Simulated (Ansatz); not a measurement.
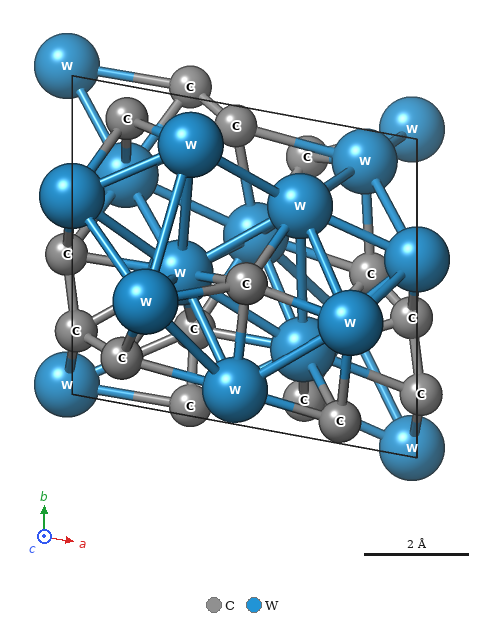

Figure 1. The structure (ball-and-stick view of the cell of the calculation, along the c axis).

## Density-of-states calculation of WC (part 1 of 2)

WC (P1, 24 atoms in the cell), computed with DFT PBE, scalar-relativistic, plane waves, PAW, no spin polarisation (Ansatz 0.2.0).

The structure was made by swapping elements on the sites of another compound; it need not be a known phase. It belongs to a series of runs on one base structure; here: 6 C and 6 W atoms exchanged at random in the cell repeated 12 times, relaxed. Figures and captions count atoms from 1; the log counts them from 0 in places.

### Input file
```yaml
crystal:
  lattice:
    - [-3.235166, -5.203269, -3.295718]
    - [-2.780001, 4.750576, -2.958175]
    - [5.821848, 0.167838, -2.928559]
  atoms:
    - { symbol: C, position: [0.3549112748, 0.2754571657, 0.2505454377] }
    - { symbol: C, position: [0.4744631241, 0.9368514179, 0.3869626334] }
    - { symbol: W, position: [0.1552857699, 0.7194384292, 0.2611463413] }
    - { symbol: C, position: [0.5052352792, 0.4476167015, 0.868735218] }
    - { symbol: C, position: [0.1443687178, 0.1418800932, 0.6041723458] }
    - { symbol: W, position: [0.3441383585, 0.8514769585, 0.9323023367] }
    - { symbol: C, position: [0.9842423076, 0.4364257902, 0.4408909654] }
    - { symbol: C, position: [0.6726774796, 0.1152094055, 0.1004420511] }
    - { symbol: W, position: [0.8482997634, 0.8999512317, 0.4449584617] }
    - { symbol: W, position: [0.8071275233, 0.3850691537, 0.961664452] }
    - { symbol: W, position: [0.9853512949, 0.0277432768, 0.0692276713] }
    - { symbol: W, position: [0.6610486613, 0.7226135961, 0.742285011] }
    - { symbol: C, position: [0.3428249192, 0.0329323526, 0.2237788668] }
    - { symbol: W, position: [0.5331892444, 0.6056555233, 0.2292147503] }
    - { symbol: W, position: [0.2129036299, 0.3331544926, 0.9289208955] }
    - { symbol: W, position: [0.4722538413, 0.1082837958, 0.7114087101] }
    - { symbol: C, position: [0.1590612506, 0.8970205131, 0.5954699426] }
    - { symbol: W, position: [0.314139068, 0.4446012916, 0.5450823267] }
    - { symbol: C, position: [0.0121804293, 0.2011745757, 0.3993286401] }
    - { symbol: C, position: [0.6824099604, 0.8811357644, 0.0823157246] }
    - { symbol: C, position: [0.8655041235, 0.5514323171, 0.2856550004] }
    - { symbol: C, position: [0.7768868966, 0.0700906819, 0.7314093355] }
    - { symbol: W, position: [1.3235e-05, 0.6225589866, 0.7446021065] }
    - { symbol: W, position: [0.6701869494, 0.2749925357, 0.4340066729] }
basis:
  ecutwfc: 420
kpoints:
  mp_grid: { grid: [5, 6, 6] }
hamiltonian:
  xc: pbe
scf:
  occupations: { method: gaussian, width: 0.1 }
  n_extra_bands: 12
output:
  forces: true
  stress: true
  eigenvalues: true
  populations: true
  dos:
    method: { smearing: { sigma: 0.1, scheme: gaussian } }
    projected: true
    de: 0.02
  write_density: true
  write_potential: true
  elf: true
  volumetric_format: npy
```

Hardware: 4 threads of Arm Neoverse V1, 24 GiB of memory available, shared host.

Command:
```bash
ansatz run input.yaml --threads 4 --pin off --max-ram 9216MiB --backend cpu --events-out ev --progress --plain --runs-dir out
```

### The program's output
```
scf.n_extra_bands = 12 over 108 filled bands (N_el = 216.0): the run solves 120 bands
Engine: ansatz 0.2.0, aarch64-unknown-linux-gnu
Pseudopotentials: kind: paw
Pseudopotential: C, paw, valence charge 4, recommended cutoff 420 eV (normal), C.paw.azcp
Pseudopotential: W, paw, valence charge 14, recommended cutoff 420 eV (normal), W.paw.azcp
Functional definition: PBE
  parameter kappa = 0.804
  parameter beta = 0.06672455060314922
  exchange = pbe_x(kappa = kappa, mu = beta*pi^2/3)
  correlation = pbe_c(beta = beta)
Crystal: 24 atoms, lattice volume = 268.063 Å³
Basis set: ecut = 420 eV, 5261 PW (Γ), exchange–correlation on 96×90×90 points (8 copies of the dense FFT grid, shifted against one another)
Bands: 120, of which v1, the nominal top of the filled ones, is band 108 counted from 1 (107 counted from 0)
Symmetry: 1 space group operations
Space group: P1 (ITA 1), of the structure as read, at distance tolerance 6.4e-5 Å
k-points: 92 of 180 (time reversal used)
Non-local potential: C, projectors of the file, l = 0: 2, l = 1: 2, l = 2: 1
Non-local potential: W, projectors of the file, l = 0: 3, l = 1: 2, l = 2: 2, l = 3: 1
PAW form: soft (Blöchl's): semilocal exchange-correlation on the pseudo side does not see the compensation charge
PAW one-centre angular grid: C, 110 points (default); XC on 64 Gauss nodes
PAW one-centre angular grid: W, 590 points (default); XC on 64 Gauss nodes
Initial density: superposition of atomic densities (neutral atoms: chi_scale 0, normalization atom), corrected by the library's trained network
Initial wavefunctions: pseudopotential atomic-orbital guess
Functional: x = pbe(κ = 0.804, μ = 0.2195149727645171), c = pbe(β = 0.06672455060314922)
SCF iter   1: F=—  HF=-127613.098812 eV  |F-HF|=—  |Δ(HF+E_count)|=         —  Δρ=1.12e-2  dr2=3.35e-1  ethr=1.77e-3  ⟨swp⟩=5.4  Hψ=42680  notcnv=0
preconditioner: auto → Kerker (q_TF=auto, 2.632 Å⁻¹)  [metal: Δε(μ)=0.008 eV  Ē_g=6.666 eV  σ=0.100 eV  W_gap=0.05  n_scr=82 (ndim 8)  ℏωp=24.8 eV  f_vac=0.000  D(μ)=8.69/eV (n_scr^D=66)]
SCF iter   2: F=—  HF=-127613.063672 eV  |F-HF|=—  |Δ(HF+E_count)|=   3.51e-2  Δρ=6.02e-3  dr2=7.38e-2  ethr=1.55e-4  ⟨swp⟩=1.4  Hψ=13316  notcnv=0  defer=2
SCF iter   3: F=—  HF=-127613.056808 eV  |F-HF|=—  |Δ(HF+E_count)|=   6.86e-3  Δρ=1.85e-3  dr2=1.24e-2  ethr=3.42e-5  ⟨swp⟩=2.2  Hψ=14425  notcnv=0  defer=2
SCF iter   4: F=—  HF=-127613.055268 eV  |F-HF|=—  |Δ(HF+E_count)|=   1.54e-3  Δρ=4.55e-4  dr2=9.64e-4  ethr=5.76e-6  ⟨swp⟩=2.0  Hψ=14859  notcnv=0  defer=2
SCF iter   5: F=—  HF=-127613.055157 eV  |F-HF|=—  |Δ(HF+E_count)|=   1.11e-4  Δρ=2.02e-4  dr2=1.82e-4  ethr=4.46e-7  ⟨swp⟩=2.0  Hψ=15195  notcnv=0  defer=2
SCF iter   6: F=—  HF=-127613.055144 eV  |F-HF|=—  |Δ(HF+E_count)|=   1.34e-5  Δρ=8.22e-5  dr2=4.30e-5  ethr=8.42e-8  ⟨swp⟩=2.0  Hψ=15585  notcnv=0  defer=2
SCF iter   7: F=—  HF=-127613.055188 eV  |F-HF|=—  |Δ(HF+E_count)|=   4.39e-5  Δρ=2.56e-5  dr2=2.58e-6  ethr=1.99e-8  ⟨swp⟩=2.0  Hψ=14239  notcnv=0  defer=2
SCF iter   8: F=—  HF=-127613.055188 eV  |F-HF|=—  |Δ(HF+E_count)|=   5.59e-8  Δρ=9.47e-6  dr2=4.51e-7  ethr=1.20e-9  ⟨swp⟩=2.0  Hψ=15917  notcnv=0  defer=2
SCF iter   9: F=-127613.055188 eV  HF=-127613.055188 eV  |F-HF|=3.25e-8  |Δ(HF+E_count)|=   2.42e-8  Δρ=3.16e-6  dr2=4.95e-8  ethr=4.63e-11  ⟨swp⟩=14.9  Hψ=79729  notcnv=0
SCF 1 converged in 9 iterations: F = -127613.055188 eV  dr2 = 4.95e-8
  greatest PAW one-centre occupation: 1.000 electrons in one spin orbital (limit 2), on the W atom at site 9 (counted from 0), in its partial waves of l = 0
SCF converged after 9 iterations
Free energy (F): -127613.055188 eV
Harris-Foulkes:  -127613.055188 eV  (|F-HF|=3.25e-8)
Internal energy: -127613.011728 eV  (E = F + TS)
E sigma→0 (E₀):  -127613.033458 eV
Entropy (-TS):   -0.043459 eV (-1.811 meV/atom)
Fermi energy:    19.414423 eV
--- Per-component energies (eV) ---
  E_band       = -1014.188761
  E_kinetic    = 6476.851298
  E_local      = -8920.111134  (includes V_loc(G=0)·N_el)
  E_nonlocal   = 325.374277
  E_hartree    = 3130.194024
  E_xc         = -3780.306689
  E_vxc        = -3581.383764  (∫ρ·V_xc dr)
  E_paw        = -103936.694651  (= ΣΔE_a)
  E_vpaw       = -1575.306696  (= ΣTr[D̂ρ^β])
  E_aug_tail   = -0.000599  (compensation charges beyond the density's cutoff)
  E_ewald      = -20908.318256
  E_smearing   = -0.043459  (= −TS)
  E_closure    = 0.000000  (closes the sum)
  Σ components = -127613.055188   (vs F -127613.055188, Δ=0.00e0)
--- Forces (eV/Å), atoms counted from 1 ---
  atom   1  C      0.12934350    -0.11816305     0.11623612
  atom   2  C      0.02641478    -0.03171215     0.02514710
  atom   3  W     -0.15112230    -0.07853854    -0.04855583
  atom   4  C      0.02944870     0.13803125    -0.03847088
  atom   5  C     -0.06827168     0.00841669     0.09052193
  atom   6  W     -0.13452309    -0.04811125    -0.01599410
  atom   7  C     -0.03273755    -0.00251983     0.05500830
  atom   8  C      0.06703403    -0.07871501     0.12741475
  atom   9  W      0.07622823    -0.04904748     0.01537070
  atom  10  W      0.05624095    -0.08276329    -0.16735599
  atom  11  W      0.09275268    -0.08273245     0.02611304
  atom  12  W     -0.05508299     0.11635320     0.11830640
  atom  13  C     -0.00245743     0.10130392    -0.07510861
  atom  14  W     -0.06009239     0.10890987     0.14085455
  atom  15  W     -0.08559072     0.08614733    -0.02817111
  atom  16  W      0.14027164     0.05071874     0.01783500
  atom  17  C     -0.09933496     0.10449083    -0.15068044
  atom  18  W      0.06360895    -0.01165007    -0.17739870
  atom  19  C      0.01336946    -0.01097816    -0.02533436
  atom  20  C      0.00549150     0.00481845    -0.06240676
  atom  21  C      0.12864602    -0.00428185    -0.00034917
  atom  22  C      0.14740107    -0.10399125     0.06143761
  atom  23  W     -0.12471153    -0.02988509    -0.06308779
  atom  24  W     -0.16230520     0.01392736     0.05868389
  max |Σ_I F_I| component: 2.82e-5 eV/Å
--- Stress (GPa, compression-positive) ---
       -0.657062      -0.655772       0.114463
       -0.655772       0.574129      -0.136422
        0.114463      -0.136422      -0.163474
  P = ⅓ Tr σ = -0.0821 GPa (-0.821 kbar)
--- Band table (eV; the first three rows and the last of 92) ---
  k-point 0: bands = ["-55.2116", "-55.0011", "-54.9849", "-54.8764", "-54.7938", "-54.7856", "-54.6955", "-54.6069", "-54.5214", "-54.4656", "-54.4191", "-54.1822", "-19.7318", "-19.6785", "-19.6335", "-19.5628", "-19.4901", "-19.4616", "-19.4099", "-19.3860", "-19.3151", "-19.2928", "-19.2592", "-19.2498", "-19.2307", "-19.2165", "-19.1486", "-19.1336", "-19.1173", "-19.0886", "-19.0584", "-18.9985", "-18.9673", "-18.9533", "-18.9139", "-18.8497", "-18.7916", "-18.7831", "-18.7442", "-18.7233", "-18.6783", "-18.6616", "-18.6233", "-18.5826", "-18.4503", "-18.3411", "-18.2766", "-17.9854", "2.2636", "3.4055", "4.2592", "4.5442", "6.0328", "7.0420", "7.2669", "8.1236", "9.3341", "10.0053", "10.1997", "10.4991", "11.1707", "11.5123", "11.6266", "12.2057", "12.5361", "12.6962", "12.8250", "12.8852", "13.5277", "13.6539", "13.8943", "14.0761", "14.2641", "14.3231", "14.4027", "14.5676", "14.6751", "14.8007", "15.0328", "15.0720", "15.3412", "15.5239", "15.6936", "15.7247", "15.7843", "15.9625", "16.0229", "16.1974", "16.3382", "16.4212", "16.5479", "16.7322", "16.8974", "16.9960", "17.2588", "17.2851", "17.4419", "17.6358", "17.6984", "17.7680", "18.1359", "18.3464", "18.4437", "18.5720", "18.7446", "18.8882", "19.1239", "19.3243", "19.4143", "19.6550", "19.9559", "20.1666", "20.3307", "20.6372", "20.7633", "21.0521", "21.1085", "21.1661", "21.3049", "21.4354"]
```
